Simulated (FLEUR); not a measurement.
# Energy of BN along an even scaling of the cell

System: BN (F-43m, 2 atoms in the cell).
Method: Kohn-Sham DFT of a periodic cell, RPBE, all-electron, no spin polarisation (FLEUR MaX-R8.1 (later development tree)).

The 5 runs differ only in the geometry, by an even scaling of the cell at fixed fractional positions. The structure derives from a Materials Project entry.

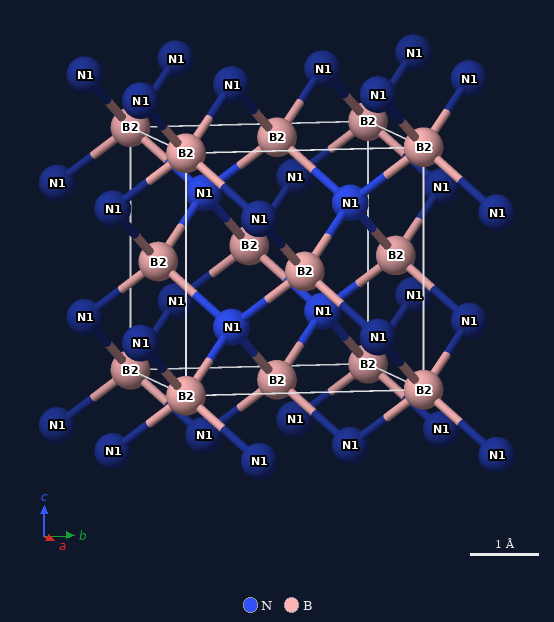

Figure 1. The structure of run 3 (ball-and-stick view of the cell 4 times as large as that of the calculation, set on its symmetry axes, seen slightly off an axis; neighbours outside the cell are drawn fainter; atoms are numbered from 1 in the order of the input).

## Input of run 3
```
<?xml version="1.0" encoding="UTF-8" standalone="no"?>
<fleurInput fleurInputVersion="0.39">
   <comment>
      BN                                                                                                  
   </comment>
   <calculationSetup>
      <cutoffs Kmax="5.26" Gmax="16.3" GmaxXC="16.3" numbands="0"/>
      <scfLoop itmax="60" minDistance="0.00001" maxIterBroyd="15" imix="Anderson" alpha="0.05" precondParam="0.0" spinf="2.0" sdNocoIR="T"/>
      <coreElectrons ctail="T" frcor="F" kcrel="0" coretail_lmax="0"/>
      <xcFunctional name="Rpbe" relativisticCorrections="F"/>
      <magnetism jspins="1"/>
      <soc l_soc="F" theta="0.0" phi="0.0" spav="F"/>
      <expertModes spex="0" secvar="F"/>
      <geometryOptimization l_f="F" forcealpha="1.0" forcemix="BFGS" epsdisp="0.00001" epsforce="0.00001"/>
      <ldaU l_linMix="F" mixParam="0.05" spinf="1.0"/>
   </calculationSetup>
   <cell>
      <bzIntegration valenceElectrons="8.0" mode="hist" fermiSmearingEnergy="0.00183747">
         <kPointListSelection listName="default-1"/>
         <!-- k-points included here -->
         <xi:include xmlns:xi="http://www.w3.org/2001/XInclude" href="kpts.xml"> </xi:include>
      </bzIntegration>
      <!-- symmetry operations included here -->
      <xi:include xmlns:xi="http://www.w3.org/2001/XInclude" href="sym.xml"> </xi:include>
      <bulkLattice scale="1.0000000000">
         <bravaisMatrix>
            <row-1>    0.0000000000000000     3.4260753536259245     3.4260753536259245</row-1>
            <row-2>    3.4260753536259245     0.0000000000000000     3.4260753536259245</row-2>
            <row-3>    3.4260753536259245     3.4260753536259245     0.0000000000000000</row-3>
         </bravaisMatrix>
      </bulkLattice>
   </cell>
   <atomSpecies>
      <species name="Nitrogen (N)" element="N" atomicNumber="7">
         <mtSphere radius="1.33" gridPoints="453" logIncrement="0.023"/>
         <atomicCutoffs lmax="8" lnonsphr="6"/>
         <electronConfig flipSpins="F">
            <coreConfig>(1s1/2)</coreConfig>
            <valenceConfig>(2s1/2) (2p1/2) (2p3/2)</valenceConfig>
            <stateOccupation state="(2p1/2)" spinUp="0.500000" spinDown="0.500000"/>
            <stateOccupation state="(2p3/2)" spinUp="1.000000" spinDown="1.000000"/>
         </electronConfig>
         <energyParameters s="2" p="2" d="3" f="4"/>
         <lo type="SCLO" l="0" n="2" eDeriv="2"/>
         <lo type="SCLO" l="1" n="2" eDeriv="2"/>
         <lo type="SCLO" l="2" n="3" eDeriv="2"/>
      </species>
      <species name="Boron (B)" element="B" atomicNumber="5">
         <mtSphere radius="1.33" gridPoints="453" logIncrement="0.022"/>
         <atomicCutoffs lmax="8" lnonsphr="6"/>
         <electronConfig flipSpins="F">
            <coreConfig>(1s1/2)</coreConfig>
            <valenceConfig>(2s1/2) (2p1/2) (2p3/2)</valenceConfig>
            <stateOccupation state="(2p1/2)" spinUp="0.166667" spinDown="0.166667"/>
            <stateOccupation state="(2p3/2)" spinUp="0.333333" spinDown="0.333333"/>
         </electronConfig>
         <energyParameters s="2" p="2" d="3" f="4"/>
         <lo type="SCLO" l="0" n="2" eDeriv="2"/>
         <lo type="SCLO" l="1" n="2" eDeriv="2"/>
         <lo type="SCLO" l="2" n="3" eDeriv="2"/>
      </species>
   </atomSpecies>
   <atomGroups>
      <atomGroup species="Nitrogen (N)">
         <relPos label="                   1">1.000/4.000 1.000/4.000 1.000/4.000</relPos>
         <force calculate="T" relaxXYZ="TTT"/>
      </atomGroup>
      <atomGroup species="Boron (B)">
         <relPos label="                   2">.0000000000 .0000000000 .0000000000</relPos>
         <force calculate="T" relaxXYZ="TTT"/>
      </atomGroup>
   </atomGroups>
   <output dos="F" band="F" slice="F">
      <checks vchk="F" cdinf="F"/>
      <bandDOS minEnergy="-.5*Htr" maxEnergy="0.5*Htr" sigma="0.015" storeEVData="T"/>
      <vacuumDOS vacdos="F" integ="F" star="F" nstars="0" locx1="0.0" locy1="0.0" locx2="0.0" locy2="0.0" nstm="0" tworkf="0.0"/>
      <unfoldingBand unfoldBand="F" supercellX="1" supercellY="1" supercellZ="1"/>
      <plotting iplot="0" polar="F">
         <plot TwoD="T" vec1="  1.0  0.0  0.0" vec2="  0.0  1.0  0.0" vec3="  0.0  0.0  1.0" zero="  0.0  0.0  0.0" file="plot"/>
      </plotting>
      <chargeDensitySlicing numkpt="0" minEigenval="0.0" maxEigenval="0.0" nnne="0" pallst="F"/>
      <specialOutput eonly="F"/>
      <moessbauerParams electricFieldGradient="T" isomerShift="T" coreHyperfine="T" valenceHyperfine="T"/>
      <magneticCircularDichroism mcd="F" energyLo="-10.0" energyUp="0.0"/>
   </output>
  <!-- We include the file relax.xml here to enable relaxations (see documentation) -->
  <xi:include xmlns:xi="http://www.w3.org/2001/XInclude" href="relax.xml"> <xi:fallback/> </xi:include>
</fleurInput>
```

Command:
```bash
inpgen -f crystal.txt -profile fastHighL; fleur_MPI
```

Run 4 has the same physical settings and fractional positions; its lattice vectors (Å) are:
```
   0.000000    1.836859    1.836859
   1.836859    0.000000    1.836859
   1.836859    1.836859    0.000000
```

## Results, with one run withheld

```csv
run,volume per atom (Å³),"free energy per atom, from the lowest run given (meV)",gap on the mesh (eV)
1,5.602,39.88,4.79
2,5.721,20.00,4.77
3,5.959,0.00,4.73
4,6.198,?,?
5,6.317,11.10,4.67
```

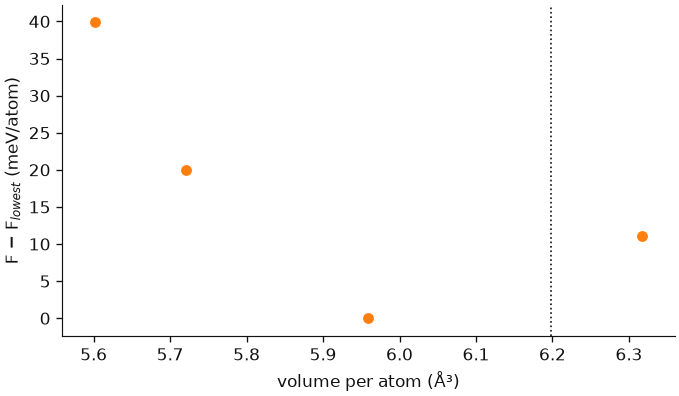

Figure 2. Free energy per atom of the runs given; the dotted line marks run 4.

What should run 4 give?

A quadratic polynomial in V^(−2/3) (the Birch–Murnaghan form), fitted to the 4 runs given, misses them by at most 0.03 meV per atom. With x = V^(−2/3) − 0.30663 Å⁻², it reads F = 3.3165 + 1779.9 x + 1.669e+05 x² (meV per atom). At run 4 it gives 2.63 meV per atom, and the run itself gives 2.53. The fit has its minimum at 6.047 Å³ per atom, where V d²F/dV² gives 357 GPa: the bulk modulus at this level, since symmetry fixes the shape and the positions. The gap on the mesh goes, without turning, from 4.79 eV in run 1 to 4.67 eV in run 5; run 4 has 4.69 eV. These are gaps of this functional on this mesh, which can miss the band edges; they aren't the measured gap.

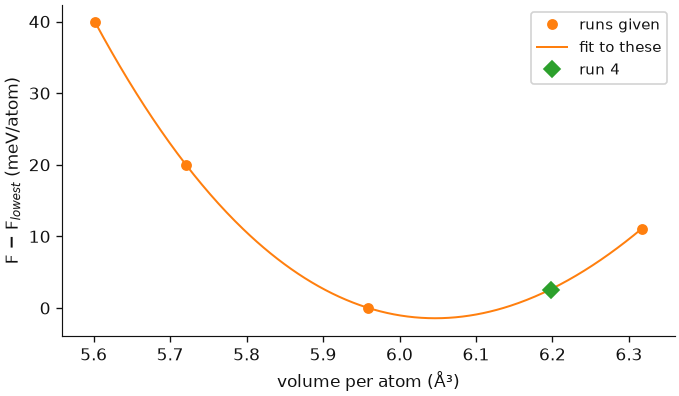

Figure 3. The fit and the withheld run.

## End of the output (run 4)
```
[...]

 Iteration:     7   Distance:       0.14944493 me/bohr^3
Nuclear radius smaller than smallest radial mesh point for atom type 2 -- skipping its core isomer shift
Nuclear radius smaller than smallest radial mesh point for atom type 2 -- skipping its isomer shift

 Iteration:     8   Distance:       0.21199550 me/bohr^3
Nuclear radius smaller than smallest radial mesh point for atom type 2 -- skipping its core isomer shift
Nuclear radius smaller than smallest radial mesh point for atom type 2 -- skipping its isomer shift

 Iteration:     9   Distance:       0.03470137 me/bohr^3
Nuclear radius smaller than smallest radial mesh point for atom type 2 -- skipping its core isomer shift
Nuclear radius smaller than smallest radial mesh point for atom type 2 -- skipping its isomer shift

 Iteration:    10   Distance:       0.00209408 me/bohr^3
Nuclear radius smaller than smallest radial mesh point for atom type 2 -- skipping its core isomer shift
Nuclear radius smaller than smallest radial mesh point for atom type 2 -- skipping its isomer shift

 Iteration:    11   Distance:       0.00154059 me/bohr^3
Nuclear radius smaller than smallest radial mesh point for atom type 2 -- skipping its core isomer shift
Nuclear radius smaller than smallest radial mesh point for atom type 2 -- skipping its isomer shift

 Iteration:    12   Distance:       0.00011185 me/bohr^3
Nuclear radius smaller than smallest radial mesh point for atom type 2 -- skipping its core isomer shift
Nuclear radius smaller than smallest radial mesh point for atom type 2 -- skipping its isomer shift

 Iteration:    13   Distance:       0.00010832 me/bohr^3
Nuclear radius smaller than smallest radial mesh point for atom type 2 -- skipping its core isomer shift
Nuclear radius smaller than smallest radial mesh point for atom type 2 -- skipping its isomer shift

 Iteration:    14   Distance:       0.00000659 me/bohr^3

 ********************************************************************
 Run finished successfully
 Stop message:
   all done
 ********************************************************************
```
